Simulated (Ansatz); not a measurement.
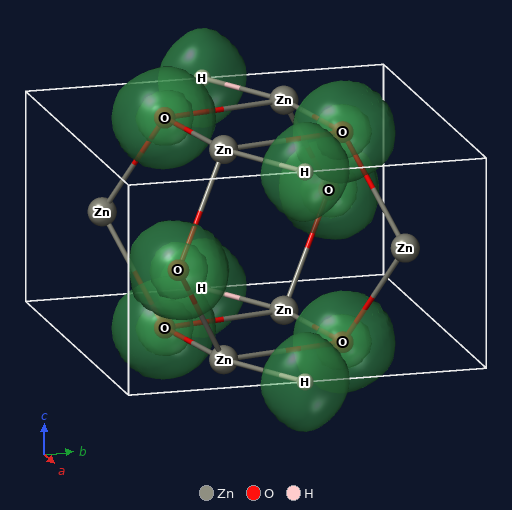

Figure 1: Zn$_{4}$HO$_{4}$ (distorted or defective cell). Isosurface of the ELF at 0.75 (green), seen slightly off an axis. Only the valence region is drawn (cores and ρ < 0.01 e/Å³ removed). Sticks mark near contacts.

Computed without spin polarisation; PAW files of the earlier set (soft_1).

All numbers below come from DFT PBE, scalar-relativistic, plane waves, PAW in Ansatz.

In a PAW calculation such maps are meaningful between the atoms, not at the nuclei.

### What do the ELF domains correspond to?

The surface consists of one region around a hydrogen nucleus and four regions wrapped around O (the valence shell of each), counted in one cell of 9 atoms. Any copies at cell faces, edges or corners count once. Profiles from the grid: Zn–H (1.77 Å): the ELF climbs to about 1 towards the hydrogen. Zn–O (1.99 Å): the ELF peaks at about 0.85 in the valence shell of O, 0.6 Å from its nucleus, and is about 0.25 at the midpoint; no localised pair shows between them.
